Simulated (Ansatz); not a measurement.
Al₃₂H (slab)

```
CELL_PARAMETERS angstrom
5.62884 0.00000 0.00000
-2.81442 4.87472 0.00000
0.00000 0.00000 33.55495
ATOMIC_POSITIONS crystal
Al 0.16667 0.33333 0.11921
Al 0.16667 0.83333 0.11921
Al 0.66667 0.33333 0.11921
Al 0.66667 0.83333 0.11921
Al 0.00000 0.00000 0.18806
Al 0.00000 0.50000 0.18806
Al 0.50000 0.00000 0.18806
Al 0.50000 0.50000 0.18806
Al 0.33333 0.16667 0.25691
Al 0.33333 0.66667 0.25691
Al 0.83333 0.16667 0.25691
Al 0.83333 0.66667 0.25691
Al 0.00000 0.00000 0.32576
Al 0.00000 0.50000 0.32576
Al 0.50000 0.00000 0.32576
Al 0.50000 0.50000 0.32576
Al 0.16667 0.33333 0.39414
Al 0.16667 0.83333 0.39414
Al 0.66667 0.33333 0.39414
Al 0.66667 0.83333 0.39414
Al 0.00000 0.00000 0.46326
Al 0.00000 0.50000 0.46326
Al 0.50000 0.00000 0.46326
Al 0.50000 0.50000 0.46326
Al 0.33333 0.16667 0.53270
Al 0.33333 0.66667 0.53270
Al 0.83333 0.16667 0.53270
Al 0.83333 0.66667 0.53270
Al 0.00000 0.00000 0.60364
Al 0.00000 0.50000 0.60364
Al 0.50000 0.00000 0.60364
Al 0.50000 0.50000 0.60364
H 0.00000 0.25000 0.67814
```

A point of a scan over the structure, not its minimum; not relaxed (largest force 1.3 eV/Å); computed without spin polarisation; PAW files of the earlier set (soft_1).

Method: Ansatz, DFT PBE+D3(BJ), scalar-relativistic, plane waves, PAW.

What will maps of the valence pseudo-density and electron localisation function show?

Al–Al (2.81 Å): ρ at the midpoint is about 0.21 e/Å³; the ELF peaks at about 0.65 between the atoms.
Al–H (2.87 Å): ρ is about 0.1 e/Å³ halfway; the ELF climbs to about 1 towards the hydrogen.

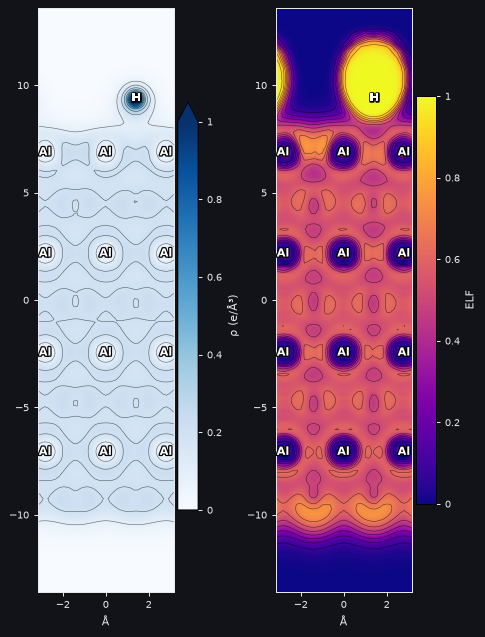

Computed valence pseudo-density and electron localisation function on the (100) plane of the calculation cell, a cut from vacuum to vacuum, in this order. Atoms just off the plane (Al, 0.8 Å away) can leave unmarked features too.

Core electrons are frozen (PAW), and the valence fields are smoothed inside the atomic spheres.
